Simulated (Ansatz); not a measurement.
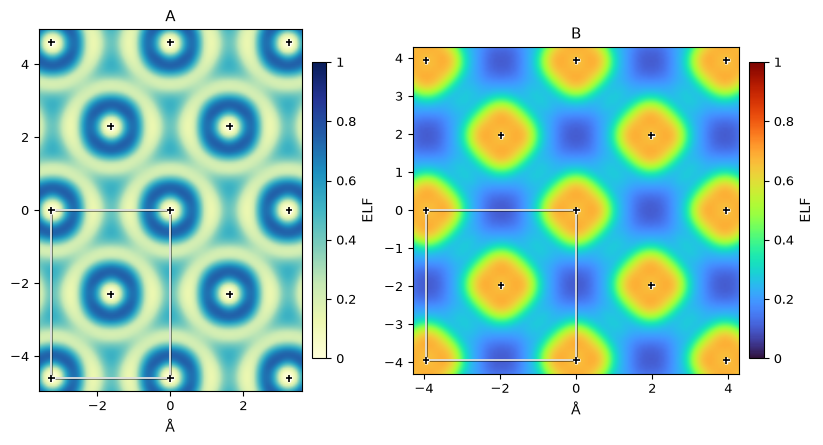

The ELF of 2 systems, each on a plane through atoms (crosses mark nuclei in the plane).

Method: Ansatz, DFT r2SCAN, scalar-relativistic, plane waves, PAW.

System 1: Pt, the (100) plane of the conventional cell. Space group Fm-3m.

```
Pt
1.0
     3.94374    0.00000    0.00000
     0.00000    3.94374    0.00000
     0.00000    0.00000    3.94374
Pt
4
Direct
  0.00000 0.00000 0.00000
  0.50000 0.50000 0.00000
  0.50000 0.00000 0.50000
  0.00000 0.50000 0.50000
```

System 2: Ta, the (011) plane of the conventional cell. Space group Im-3m; computed pressure about 11 GPa in this cell; computed without spin polarisation.

```
Ta
1.0
     3.25288    0.00000    0.00000
     0.00000    3.25288    0.00000
     0.00000    0.00000    3.25288
Ta
2
Direct
  0.00000 0.00000 0.00000
  0.50000 0.50000 0.50000
```

> Match each panel to its system.

Panel A is system 2, Ta: the plane holds Ta. Ta–Ta (2.82 Å): the ELF is about 0.30 at the midpoint; no localised pair shows between them. Panel B is system 1, Pt: the plane holds Pt. Pt–Pt (2.79 Å): the ELF is about 0.30 at the midpoint (no localised pair shows between them).
